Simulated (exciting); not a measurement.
Consider ZnS (Wurtzite-2H), space group P6_3mc.

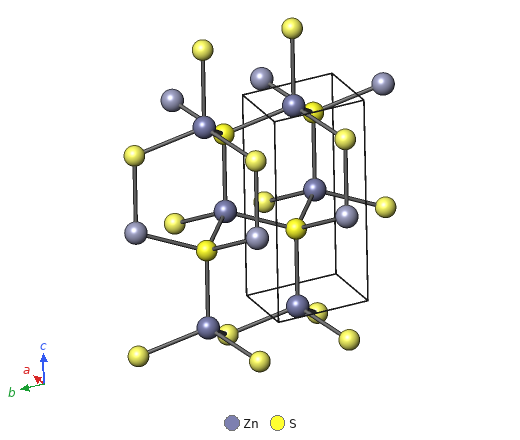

The structure (zinc blue, sulfur yellow). 1×2×1 cells are drawn. Some periodic images of atoms are drawn too.

```
Zn S
1.0
     3.81100    0.00000    0.00000
    -1.90550    3.30042    0.00000
     0.00000    0.00000    6.23400
Zn S
2 2
Direct
  0.66667 0.33333 0.50000
  0.33333 0.66667 0.00000
  0.66667 0.33333 0.88500
  0.33333 0.66667 0.38500
```

Absorber: atom 1, with 3 S at 2.31 Å and 1 S at 2.40 Å (distorted tetrahedral, site symmetry 3m). Method: exciting, all-electron LAPW+lo, LDA, exchange and screened direct term (singlet BSE), 5×5×2 shifted k points, 28 conduction bands, |G+q| up to 3 bohr⁻¹, full RPA screening with nempty = 55, Lorentzian half width 0.83 eV.

The database entry behind the starting cell differs from later determinations by our own check (about 0.4 % short), so it need not match the best structure at ambient conditions.

**Question.** What does the Zn K spectrum look like, and is there a bound core exciton?

Bound core exciton? Undecided on this mesh: the first bright state (over 5 % of the brightest) lies at 0.73 eV from the Kohn–Sham onset and at -0.37 eV from the lowest bare transition of its own mesh; weaker or dark states reach down to 0.07 eV. Maxima (height): 2.8 eV (1.00), 7.0 eV (0.64), 10.2 eV (0.69) and 12.3 eV (0.65).

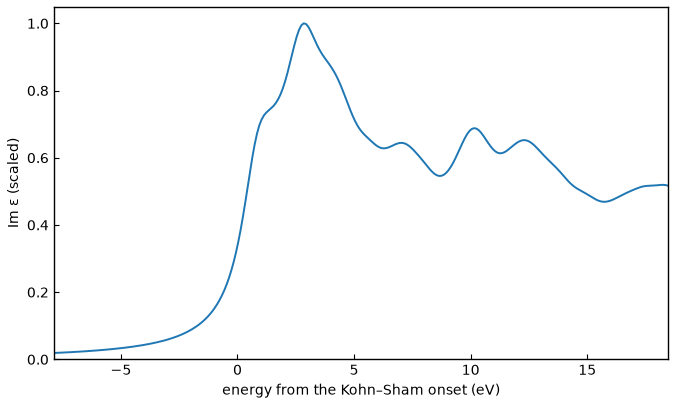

Energy from the Kohn–Sham onset, core level to the lowest empty state found on the meshes used; Im ε in relative units.

Binding energies aren't converged on 50 k points, and fine structure above the first lines is partly noise of the mesh. Exchange and the short-range direct term aren't converged in the kernel cutoff. The zero comes from the unshifted 5×5×2 ground-state mesh; it is exact only where the band minimum lies on that mesh. The structure is a published determination, not relaxed.

[Banner, clock and machine lines of the logs are left out without a mark of their own.]

[Logs are printed without paths, hosts, clocks, repeated set-up lines and the standing remarks that a program may print on its own settings, such as how far it seeks lower states.]

[Hosts, paths, dates, database ids (printed as entryN), source tags and the programs' standing remarks are cut or masked in the printed files.]
